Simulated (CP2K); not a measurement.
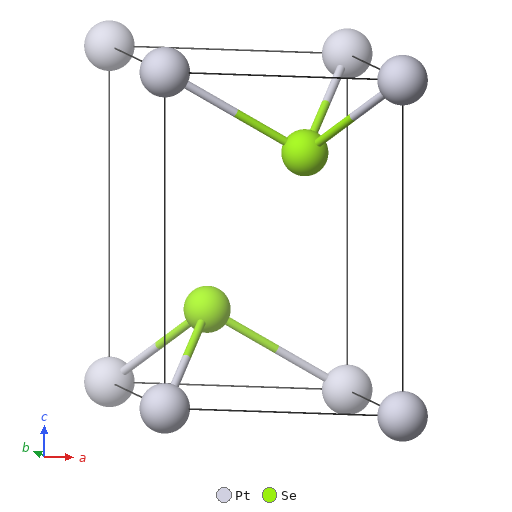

System: PtSe₂, space group P-3m1 (No. 164). The picture shows the conventional cell.

The given structure:
```xyz
3
Lattice="3.7240 0.0000 0.0000 -1.8620 3.2251 0.0000 0.0000 0.0000 5.0620" Properties=species:S:1:pos:R:3 pbc="T T T"
Pt    0.0000    0.0000    0.0000
Se    1.8620    1.0750    3.7965
Se    0.0000    2.1501    1.2655
```

Calculation (CP2K 2026.2): DFT in Gaussian orbitals with a plane-wave density, no spin polarisation; energies at scaled volumes of the given cell, shape and fractions fixed, counted from the fit's minimum, third-order Birch-Murnaghan fit. Level: PBEsol.

```
         setting                                                                                                                         value
          k mesh                                                                                                                         8×8×5
     occupations                                                                                                                   Fermi–Dirac
  smearing width                                                                                                                       0.05 eV
      potentials                                                                                                   GTH PBE with UZH TZVP basis
  density cutoff                                                                                                                       6123 eV
program settings  ngrids 5, basis sets Pt TZVP-MOLOPT-PBE-GTH-q18, basis sets Se TZVP-MOLOPT-PBE-GTH-q6, cutoff ry 450 Ry, rel cutoff ry 60 Ry
```

Describe the result: the energy and pressure against volume. The volume takes the values 19.05, 19.45, 19.86, 20.27, 20.67, 21.08, 21.48 Å³/atom.

A third-order Birch–Murnaghan fit gives V0 = 20.96 Å³/atom, B0 = 125 GPa and B′ = 4.8. The energy is 81.45 meV/atom at volume 19.05 Å³/atom and 4.83 meV/atom at 21.48 Å³/atom; the lowest computed point is at volume 21.08 Å³/atom (0.26 meV/atom). The pressure falls from 15.00 GPa at volume 19.05 Å³/atom to −2.89 GPa at 21.48 Å³/atom, and changes sign near 20.96 Å³/atom.

| volume (Å³/atom) | energy (meV/atom) | pressure (GPa) |
| --- | --- | --- |
| 19.05 | 81.45 | 15.00 |
| 19.45 | 48.52 | 11.11 |
| 19.86 | 24.87 | 7.64 |
| 20.27 | 9.52 | 4.55 |
| 20.67 | 1.58 | 1.78 |
| 21.08 | 0.26 | −0.69 |
| 21.48 | 4.83 | −2.89 |

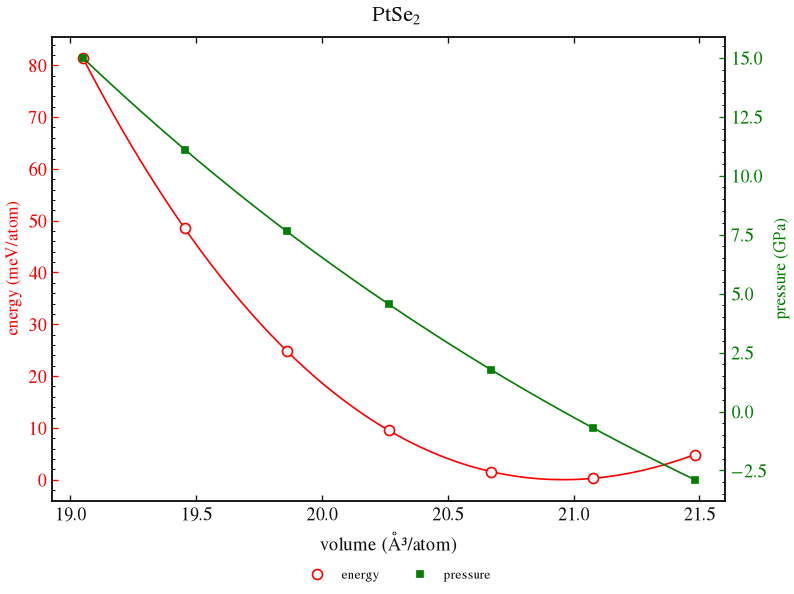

Caveats: spin-orbit coupling left out, heavy elements; shape and atomic fractions are frozen while scaling, which makes layered, chain and framework solids too stiff.
